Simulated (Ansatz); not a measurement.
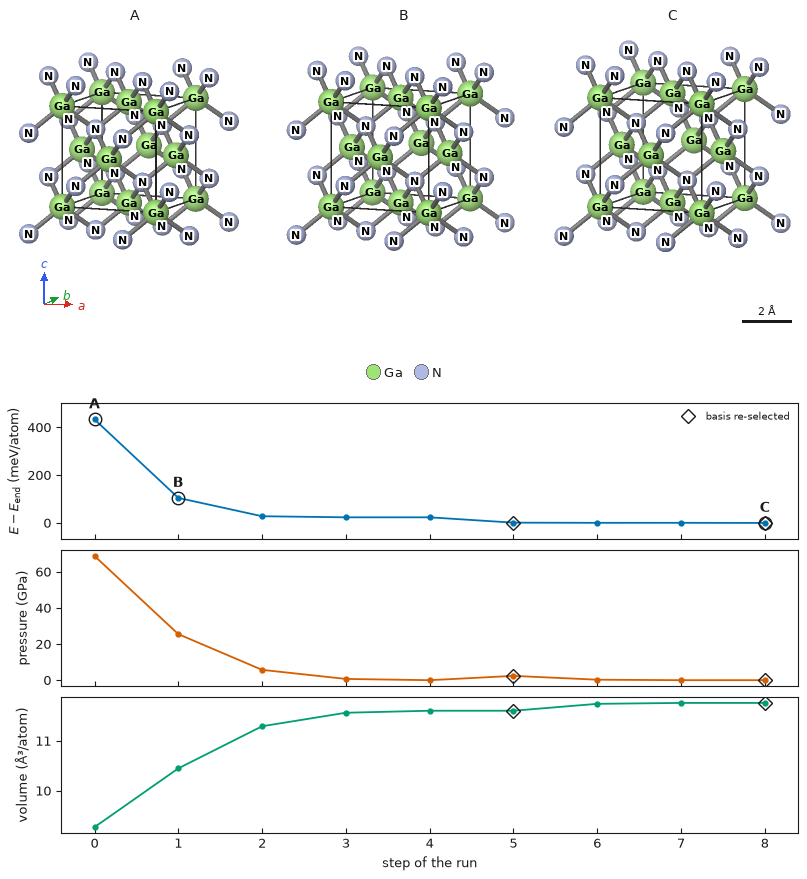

Frames of a relaxation of a crystal of GaN (built on the zincblende type), marked on the history of the run. Style: ball-and-stick. Shown: the conventional cell (4 times the calculation's cell), slightly off an axis. Lengths and directions refer to the drawn axes.

Level of theory: DFT, PBE, plane waves, PAW (Ansatz). Settings: plane-wave cutoff 420 eV; k-point mesh 10 × 10 × 10; occupations fermi dirac; smearing width 0.02 eV; no spin polarisation; cell and atoms relaxed; force threshold 0.005 eV/Å.

Question: Describe the path.

Answer: The atoms keep their places relative to the cell (all moves are under 0.005 Å). Cell: a = b = c 4.201 → 4.548 Å (+8.3 %). Volume +26.9 %. Among the contacts that change: Ga–N 1.819 → 1.969 Å. The space group stays F-43m (No. 216). After 6 accepted moves (8 points after the start) the energy has fallen by 433 meV per atom. All forces vanish by symmetry, so only the cell relaxes. Pressure: 68.76 GPa at the start and 0.02 GPa at the end. At 2 points the geometry stayed and the basis and grid were re-selected for the new cell (energy shift of 22.4 meV per atom at most each time). From step 0 to 1: volume +12.7 %, energy −328 meV per atom. From step 1 to 8: volume +12.6 %, energy −105 meV per atom.

```tsv
step	E − E(0), meV/atom	pressure, GPa	volume, Å³/atom	note
0	0.00	68.76	9.271	
1	-328.44	25.50	10.449	
2	-405.08	5.73	11.294	
3	-409.65	0.71	11.565	
4	-409.62	0.00	11.605	
5	-431.98	2.40	11.605	same geometry, new basis
6	-432.67	0.28	11.744	
7	-432.63	0.01	11.762	
8	-433.11	0.02	11.762	same geometry, new basis
```
